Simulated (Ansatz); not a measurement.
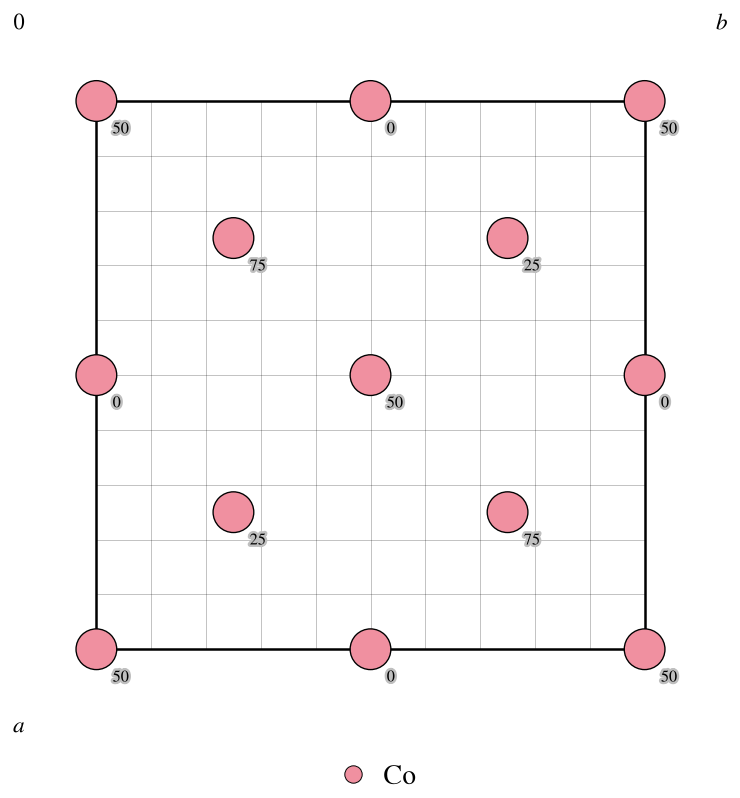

Plan of a unit cell projected along c (a down the page, b across); the numbers are heights in hundredths of c, and atoms on the cell's edges are repeated. The grid marks tenths of a and b. Source: the input geometry of an electronic-structure calculation (not necessarily at equilibrium); the starting structure was generated, so it need not be a known form of this composition. Geometry calculated from the standardised cell; symmetry tolerance 0.002 Å.

a = 5.003 Å, b = 5.003 Å, c = 5.003 Å, α = 90.00°, β = 90.00°, γ = 90.00°.

Q: What does the cell contain?

A: 8 Co: Co, Z = 8.

Q: Which space group?

A: Fd-3m (No. 227, origin choice 1), face-centred cubic.

Q: Give the independent sites, coordinates to two places.

A:
```
atom  site  symmetry     x     y     z
  Co    8b      -43m  0.75  0.75  0.75
```
